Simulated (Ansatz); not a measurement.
Single-point calculation of HfSiO4 (part 1 of 2)

The run: single-point calculation of HfSiO4 (I4₁/amd, 48 atoms in the cell). Method and program: DFT PBE, scalar-relativistic, plane waves, PAW, no spin polarisation (Ansatz 0.2.0).

The structure derives from an entry of the Crystallography Open Database.

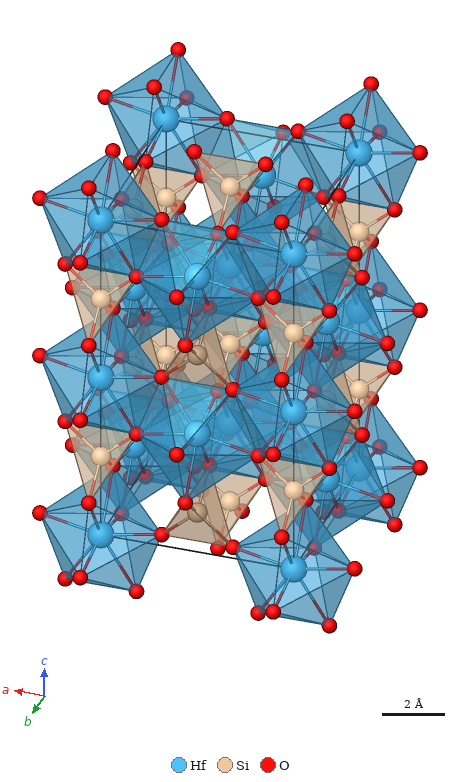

**Figure 1.** The input geometry (polyhedral view of the cell of the calculation, seen at an oblique angle; polyhedra are completed across the faces of the cell). An atom can appear more than once, as a periodic image.

## Input file
```yaml
crystal:
  lattice:
    - [6.5725, 0.0, 0.0]
    - [0.0, 6.5725, 0.0]
    - [0.0, 0.0, 11.9264]
  atoms:
    - { symbol: Hf, position: [0.0, 0.5, 0.125] }
    - { symbol: Hf, position: [0.5, 0.0, 0.375] }
    - { symbol: Hf, position: [0.0, 0.5, 0.625] }
    - { symbol: Hf, position: [0.5, 0.0, 0.875] }
    - { symbol: Hf, position: [0.0, 0.0, 0.0] }
    - { symbol: Hf, position: [0.0, 0.0, 0.5] }
    - { symbol: Hf, position: [0.5, 0.5, 0.25] }
    - { symbol: Hf, position: [0.5, 0.5, 0.75] }
    - { symbol: Si, position: [0.5, 0.0, 0.125] }
    - { symbol: Si, position: [0.0, 0.5, 0.375] }
    - { symbol: Si, position: [0.5, 0.0, 0.625] }
    - { symbol: Si, position: [0.0, 0.5, 0.875] }
    - { symbol: Si, position: [0.0, 0.0, 0.25] }
    - { symbol: Si, position: [0.5, 0.5, 0.0] }
    - { symbol: Si, position: [0.0, 0.0, 0.75] }
    - { symbol: Si, position: [0.5, 0.5, 0.5] }
    - { symbol: O, position: [0.0, 0.8155, 0.1599] }
    - { symbol: O, position: [0.5, 0.3155, 0.4099] }
    - { symbol: O, position: [0.0, 0.8155, 0.6599] }
    - { symbol: O, position: [0.5, 0.3155, 0.9099] }
    - { symbol: O, position: [0.6845, 0.0, 0.0349] }
    - { symbol: O, position: [0.1845, 0.5, 0.2849] }
    - { symbol: O, position: [0.6845, 0.0, 0.5349] }
    - { symbol: O, position: [0.1845, 0.5, 0.7849] }
    - { symbol: O, position: [0.0, 0.1845, 0.1599] }
    - { symbol: O, position: [0.0, 0.1845, 0.6599] }
    - { symbol: O, position: [0.5, 0.6845, 0.4099] }
    - { symbol: O, position: [0.5, 0.6845, 0.9099] }
    - { symbol: O, position: [0.3155, 0.0, 0.0349] }
    - { symbol: O, position: [0.3155, 0.0, 0.5349] }
    - { symbol: O, position: [0.8155, 0.5, 0.2849] }
    - { symbol: O, position: [0.8155, 0.5, 0.7849] }
    - { symbol: O, position: [0.5, 0.1845, 0.2151] }
    - { symbol: O, position: [0.0, 0.6845, 0.4651] }
    - { symbol: O, position: [0.5, 0.1845, 0.7151] }
    - { symbol: O, position: [0.0, 0.6845, 0.9651] }
    - { symbol: O, position: [0.1845, 0.0, 0.3401] }
    - { symbol: O, position: [0.6845, 0.5, 0.0901] }
    - { symbol: O, position: [0.1845, 0.0, 0.8401] }
    - { symbol: O, position: [0.6845, 0.5, 0.5901] }
    - { symbol: O, position: [0.0, 0.3155, 0.4651] }
    - { symbol: O, position: [0.5, 0.8155, 0.2151] }
    - { symbol: O, position: [0.0, 0.3155, 0.9651] }
    - { symbol: O, position: [0.5, 0.8155, 0.7151] }
    - { symbol: O, position: [0.3155, 0.5, 0.0901] }
    - { symbol: O, position: [0.8155, 0.0, 0.3401] }
    - { symbol: O, position: [0.3155, 0.5, 0.5901] }
    - { symbol: O, position: [0.8155, 0.0, 0.8401] }
basis:
  ecutwfc: 420
  fft_grid_basis: typed
kpoints:
  mp_grid: { grid: [2, 2, 1] }
hamiltonian:
  xc: pbe
  pseudopotentials: { kind: paw }
scf:
  occupations: { method: gaussian, width: 0.05 }
output:
  forces: true
  stress: false
  eigenvalues: true
  bader: false
  write_density: true
  volumetric_format: npy
```

Run as:
```bash
ansatz run input.yaml --threads 4 --pin off --max-ram 10240MiB --backend cpu --events-out ev --progress --plain --runs-dir out
```

## Log
```
Engine: ansatz 0.2.0, aarch64-unknown-linux-gnu
Pseudopotentials: kind: paw
Pseudopotential: Hf, paw, valence charge 26, recommended cutoff 420 eV (normal), Hf.paw.azcp
Pseudopotential: Si, paw, valence charge 4, recommended cutoff 420 eV (normal), Si.paw.azcp
Pseudopotential: O, paw, valence charge 6, recommended cutoff 420 eV (normal), O.paw.azcp
Functional definition: PBE
  parameter kappa = 0.804
  parameter beta = 0.06672455060314922
  exchange = pbe_x(kappa = kappa, mu = beta*pi^2/3)
  correlation = pbe_c(beta = beta)
Crystal: 48 atoms, lattice volume = 515.194 Å³
Basis set: ecut = 420 eV, 10083 PW (Γ), exchange–correlation on 90×90×160 points (8 copies of the dense FFT grid, shifted against one another)
Bands: 264, of which v1, the nominal top of the filled ones, is band 216 counted from 1 (215 counted from 0)
Symmetry: 64 space group operations
Space group: I41/amd (ITA 141), of the structure as read, at distance tolerance 8.0e-5 Å
k-points: 3 of 4
Non-local potential: Hf, projectors of the file, l = 0: 3, l = 1: 2, l = 2: 2, l = 3: 3
Non-local potential: Si, projectors of the file, l = 0: 2, l = 1: 2, l = 2: 2
Non-local potential: O, projectors of the file, l = 0: 2, l = 1: 2, l = 2: 1
PAW form: soft (Blöchl's): semilocal exchange-correlation on the pseudo side does not see the compensation charge
PAW one-centre angular grid: Hf, 590 points (default); XC on 64 Gauss nodes
PAW one-centre angular grid: Si, 110 points (default); XC on 64 Gauss nodes
PAW one-centre angular grid: O, 110 points (default); XC on 64 Gauss nodes
Initial density: superposition of atomic densities (neutral atoms: chi_scale 0, normalization atom), corrected by the library's trained network
Initial wavefunctions: pseudopotential atomic-orbital guess
Functional: x = pbe(κ = 0.804, μ = 0.2195149727645171), c = pbe(β = 0.06672455060314922)
SCF iter   1: F=—  HF=-149086.519279 eV  |F-HF|=—  |Δ(HF+E_count)|=         —  Δρ=1.99e-3  dr2=1.24e-2  ethr=1.77e-3  ⟨swp⟩=6.3  Hψ=3173  notcnv=0  defer=18
preconditioner: auto → Resta (q_TF=auto, 2.649 Å⁻¹)  ε∞=4.6  [insulator: Δε(μ)=5.445 eV  Ē_g=17.687 eV  σ=0.050 eV  W_gap=1.00  n_scr=150 (ndim 8)  ℏωp=33.4 eV  f_vac=0.043  D(μ)=0.00/eV (n_scr^D=0)  ε∞_Penn≈4.6]
SCF iter   2: F=—  HF=-149086.524989 eV  |F-HF|=—  |Δ(HF+E_count)|=   5.71e-3  Δρ=1.13e-3  dr2=3.39e-3  ethr=2.88e-6  ⟨swp⟩=2.0  Hψ=1485  notcnv=0  defer=40
SCF iter   3: F=—  HF=-149086.528194 eV  |F-HF|=—  |Δ(HF+E_count)|=   3.21e-3  Δρ=2.36e-4  dr2=4.52e-4  ethr=7.85e-7  ⟨swp⟩=2.0  Hψ=1295  notcnv=0  defer=10
automatic band count: iteration 3 solves 250 bands in place of 264: the levels show a gap, and the empty bands left out lie too high to hold charge; the band table lists the bands solved (type scf.n_extra_bands for more)
SCF iter   4: F=—  HF=-149086.528242 eV  |F-HF|=—  |Δ(HF+E_count)|=   4.79e-5  Δρ=1.20e-4  dr2=8.09e-5  ethr=1.05e-7  ⟨swp⟩=2.0  Hψ=1307  notcnv=0  defer=10
SCF iter   5: F=—  HF=-149086.527698 eV  |F-HF|=—  |Δ(HF+E_count)|=   5.44e-4  Δρ=5.71e-5  dr2=2.27e-5  ethr=1.87e-8  ⟨swp⟩=2.0  Hψ=1220  notcnv=0  defer=10
SCF iter   6: F=—  HF=-149086.527702 eV  |F-HF|=—  |Δ(HF+E_count)|=   4.12e-6  Δρ=1.95e-5  dr2=2.17e-6  ethr=5.26e-9  ⟨swp⟩=2.0  Hψ=1125  notcnv=0  defer=10
SCF iter   7: F=—  HF=-149086.527703 eV  |F-HF|=—  |Δ(HF+E_count)|=   1.03e-6  Δρ=9.02e-6  dr2=4.01e-7  ethr=5.02e-10  ⟨swp⟩=2.0  Hψ=1222  notcnv=0  defer=10
SCF iter   8: F=-149086.527703 eV  HF=-149086.527703 eV  |F-HF|=8.93e-9  |Δ(HF+E_count)|=   5.55e-8  Δρ=2.61e-6  dr2=4.73e-8  ethr=2.31e-11  ⟨swp⟩=8.7  Hψ=2913  notcnv=0
SCF 1 converged in 8 iterations: F = -149086.527703 eV  dr2 = 4.73e-8
  greatest PAW one-centre occupation: 0.999 electrons in one spin orbital (limit 2), on the Hf atom at site 3 (counted from 0), in its partial waves of l = 0
```

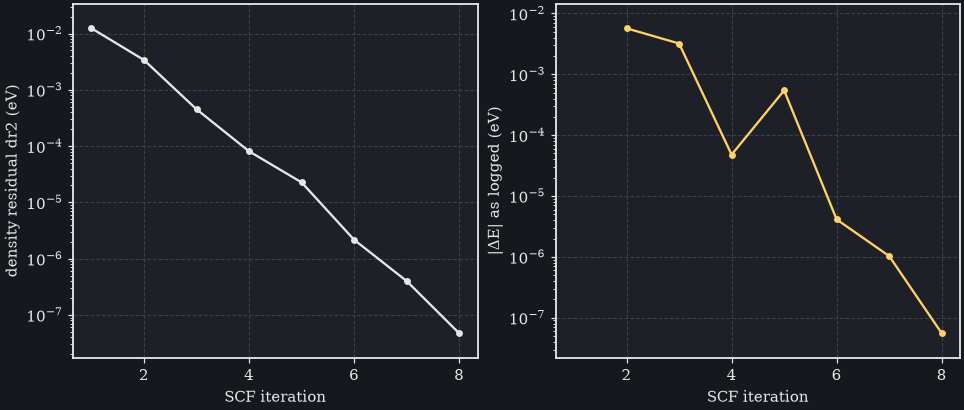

**Figure 2.** Convergence of the self-consistent field: density residual dr2 and size of the energy change against the SCF iteration. The residual falls at every step.

```
SCF converged after 8 iterations
Free energy (F): -149086.527703 eV
Harris-Foulkes:  -149086.527703 eV  (|F-HF|=8.93e-9)
Internal energy: -149086.527703 eV  (E = F + TS)
E sigma→0 (E₀):  -149086.527703 eV
Fermi energy:    12.818034 eV
--- Per-component energies (eV) ---
  E_band       = -819.918785
  E_kinetic    = 9406.681115
  E_local      = -63744.748367  (includes V_loc(G=0)·N_el)
  E_nonlocal   = -8208.675209
  E_hartree    = 28522.349510
  E_xc         = -5223.146605
  E_vxc        = -5544.566851  (∫ρ·V_xc dr)
  E_paw        = -64593.421693  (= ΣΔE_a)
  E_vpaw       = 10226.610247  (= ΣTr[D̂ρ^β])
  E_aug_tail   = 0.080146  (compensation charges beyond the density's cutoff)
  E_ewald      = -45245.646601
  E_smearing   = -0.000000  (= −TS)
  E_closure    = -0.000000  (closes the sum)
  Σ components = -149086.527703   (vs F -149086.527703, Δ=0.00e0)
--- Forces (eV/Å), atoms counted from 1 ---
  atom   1  Hf    -0.00000000    -0.00000000    -0.00000000
  atom   2  Hf    -0.00000000    -0.00000000    -0.00000000
  atom   3  Hf    -0.00000000     0.00000000    -0.00000000
  atom   4  Hf    -0.00000000    -0.00000000    -0.00000000
  atom   5  Hf    -0.00000000    -0.00000000     0.00000000
  atom   6  Hf    -0.00000000    -0.00000000     0.00000000
  atom   7  Hf    -0.00000000    -0.00000000     0.00000000
  atom   8  Hf    -0.00000000     0.00000000    -0.00000000
  atom   9  Si     0.00000000     0.00000000     0.00000000
  atom  10  Si     0.00000000     0.00000000    -0.00000000
  atom  11  Si     0.00000000     0.00000000     0.00000000
  atom  12  Si     0.00000000     0.00000000     0.00000000
  atom  13  Si     0.00000000     0.00000000     0.00000000
  atom  14  Si     0.00000000     0.00000000    -0.00000000
  atom  15  Si     0.00000000     0.00000000     0.00000000
  atom  16  Si     0.00000000     0.00000000     0.00000000
  atom  17  O     -0.00000000    -0.27662061    -0.17632900
  atom  18  O     -0.00000000    -0.27662061    -0.17632900
  atom  19  O     -0.00000000    -0.27662061    -0.17632900
  atom  20  O     -0.00000000    -0.27662061    -0.17632900
  atom  21  O      0.27662061    -0.00000000    -0.17632900
  atom  22  O      0.27662061    -0.00000000    -0.17632900
  atom  23  O      0.27662061    -0.00000000    -0.17632900
  atom  24  O      0.27662061    -0.00000000    -0.17632900
  atom  25  O     -0.00000000     0.27662061    -0.17632900
  atom  26  O      0.00000000     0.27662061    -0.17632900
  atom  27  O     -0.00000000     0.27662061    -0.17632900
  atom  28  O     -0.00000000     0.27662061    -0.17632900
  atom  29  O     -0.27662061    -0.00000000    -0.17632900
  atom  30  O     -0.27662061    -0.00000000    -0.17632900
  atom  31  O     -0.27662061    -0.00000000    -0.17632900
  atom  32  O     -0.27662061    -0.00000000    -0.17632900
  atom  33  O     -0.00000000     0.27662061     0.17632900
  atom  34  O     -0.00000000     0.27662061     0.17632900
  atom  35  O     -0.00000000     0.27662061     0.17632900
  atom  36  O     -0.00000000     0.27662061     0.17632900
  atom  37  O      0.27662061    -0.00000000     0.17632900
  atom  38  O      0.27662061    -0.00000000     0.17632900
  atom  39  O      0.27662061    -0.00000000     0.17632900
  atom  40  O      0.27662061     0.00000000     0.17632900
  atom  41  O      0.00000000    -0.27662061     0.17632900
  atom  42  O     -0.00000000    -0.27662061     0.17632900
  atom  43  O      0.00000000    -0.27662061     0.17632900
  atom  44  O     -0.00000000    -0.27662061     0.17632900
  atom  45  O     -0.27662061    -0.00000000     0.17632900
  atom  46  O     -0.27662061    -0.00000000     0.17632900
  atom  47  O     -0.27662061    -0.00000000     0.17632900
  atom  48  O     -0.27662061    -0.00000000     0.17632900
  max |Σ_I F_I| component: 1.22e-15 eV/Å
--- Band table (eV) ---
```
